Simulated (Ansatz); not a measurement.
```yaml
crystal:
  lattice:
    - [2.66893, 2.66893, 0.00000]
    - [-2.66893, 2.66893, 0.00000]
    - [0.00000, 0.00000, 5.59348]
  atoms:
    - { symbol: Si, position: [0.00000, 0.50000, 0.75000] }
    - { symbol: Si, position: [0.50000, 0.00000, 0.75000] }
    - { symbol: Si, position: [0.50000, 0.00000, 0.25000] }
    - { symbol: Si, position: [0.00000, 0.50000, 0.25000] }
    - { symbol: Ni, position: [0.00000, 0.00000, 0.00000] }
    - { symbol: Ni, position: [0.50000, 0.50000, 0.50000] }
```

Space group I4/mmm; a structure from a database of computed crystals, not necessarily the ambient phase; changed on purpose from its base cell (biaxial strain in the a-b plane, c and atoms relaxed: -2.0 %); computed without spin polarisation.

Theory: DFT PBE, scalar-relativistic, plane waves, PAW in Ansatz.

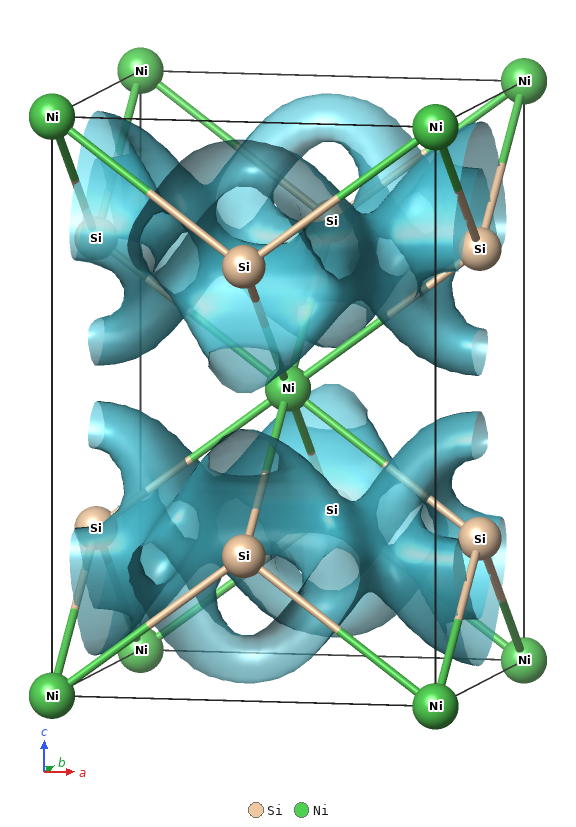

Si$_{2}$Ni. Isosurface of the ELF at 0.6 (cyan), seen slightly off an axis. Only the valence region is drawn (cores and ρ < 0.01 e/Å³ removed). Sticks mark near contacts.

In a PAW calculation such maps are meaningful between the atoms, not at the nuclei.

Question: What do the ELF domains correspond to?

Answer: The ELF exceeds this value in sheets that run through the cell in two directions, counted in one cell of 6 atoms. Regions shared between cells count once.

Values along the shortest contacts:
Si–Ni (2.35 Å): the ELF peaks at about 0.75 in the valence shell of Si, 0.9 Å from its nucleus, and is about 0.55 at the midpoint.

Question: Does the calculation make it a metal, or give it a gap?

Answer: It is gapless in this calculation (a metal or semimetal).
